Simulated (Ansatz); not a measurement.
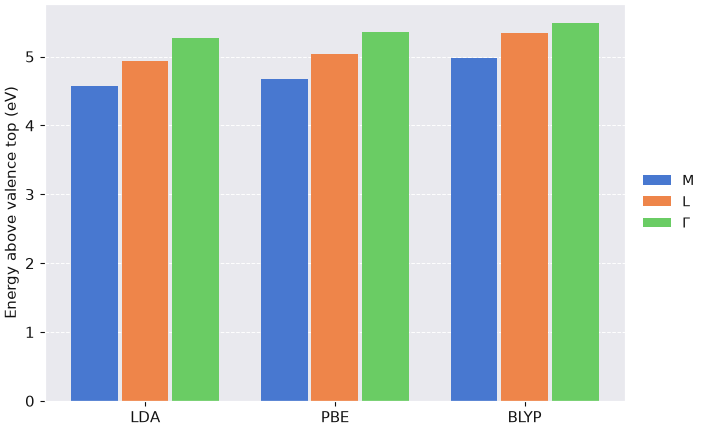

Lowest conduction level at each named k point, counted from the valence-band top at Γ, by several methods on one cell of C, space group P6_3/mmc (No. 194), 8 atoms in the cell, volume scaled by a factor 0.94; a = 2.471 Å, c = 8.069 Å (hexagonal axes). All runs are without spin-orbit coupling and carry no moments. The cell is at 33 GPa in PBE. The smallest gap lies off these points.

```
method  program  M (eV)  L (eV)  Γ (eV)
   LDA   Ansatz    4.57    4.93    5.27
   PBE   Ansatz    4.67    5.04    5.36
  BLYP   Ansatz    4.98    5.34    5.49
```

> One method is left out: r2SCAN. Predict its row. It was run as: r2SCAN with D4 dispersion, Ansatz PAW, 12×12×4 k mesh, 500 eV cutoff, Fermi-Dirac smearing of 0.05 eV (Ansatz 0.2.0).

r2SCAN gives 4.84 eV at M, 5.23 eV at L and 5.59 eV at Γ, which is +0.17 eV from PBE at M.

> Does r2SCAN shift these levels rigidly from PBE?

The shifts are +0.17 eV at M, +0.19 eV at L and +0.23 eV at Γ, and at points that aren't plotted +0.27 eV (A), +0.36 eV (K) and +0.27 eV (H): over the named points that both runs hold, a spread of 0.19 eV on a mean of 0.25 eV, so one shift doesn't describe them.

> How do the methods rank at M?

From low to high: LDA 4.57, PBE 4.67, r2SCAN 4.84, BLYP 4.98 eV.

Settings. LDA: Ansatz PAW, 12×12×4 k mesh, 420 eV cutoff, Fermi-Dirac smearing of 0.05 eV (Ansatz). PBE: PseudoDojo standard (PBE files), 12×12×4 k mesh, 1116 eV cutoff, Fermi-Dirac smearing of 0.05 eV (Ansatz 0.2.0). BLYP: BLYP with D4 dispersion, Ansatz PAW, 12×12×4 k mesh, 420 eV cutoff, Fermi-Dirac smearing of 0.05 eV (Ansatz 0.2.0).

These are four of the 17 methods that were run on this cell. LDA, GGA and most meta-GGA functionals understate gaps. This is a hexagonal form of diamond, not graphite. LDA, r2SCAN and BLYP: the PAW data sets were made with another functional. Over all k points computed the smallest gap is 4.54 eV in LDA, 4.63 eV in PBE, 4.80 eV in r2SCAN and 4.92 eV in BLYP, from the valence top at Γ to the conduction bottom at a point off the named ones.
